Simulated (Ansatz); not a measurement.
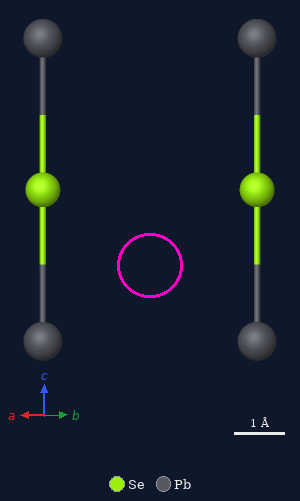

Perfect PbSe. The picture is a ball-and-stick view of the atoms within 4.6 Å of one point, in a slice 4.2 Å thick across the line of sight, seen along [110].

Method: DFT, PBEsol, PAW, plane waves (Ansatz). (plane-wave cutoff 420 eV; k-point mesh 1 × 1 × 1; mesh shifted by (0.25, 0.25, 0.25); no spin polarisation) Fermi-Dirac smearing of 0.01 eV. A uniform background neutralises the charged cell. The axes drawn are those of the host's conventional cell.

An extra hydrogen atom is put between the host's atoms (an interstitial) at the ringed place, in charge state +1. The supercell has 64 sites, and the atoms are relaxed at the host's cell.

Question: How do the neighbours respond?

Answer: The H atom starts with 4 Pb at 2.64 Å, 4 Se at 2.64 Å around its place and ends with 1 Se at 1.54 Å. Of the host's atoms, a lead atom moves furthest from its site, by 0.34 Å. The H atom itself moves 1.60 Å from where it was put.

The relaxed defect, seen from the same direction:

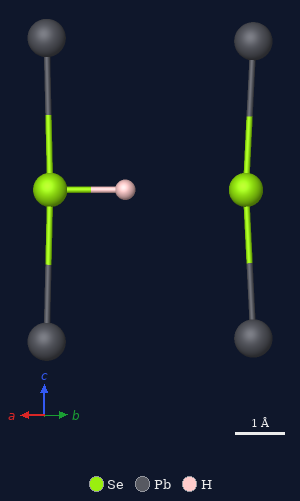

Limits of the set-up: the cell is charged, on a uniform background, and energies carry no finite-size correction.
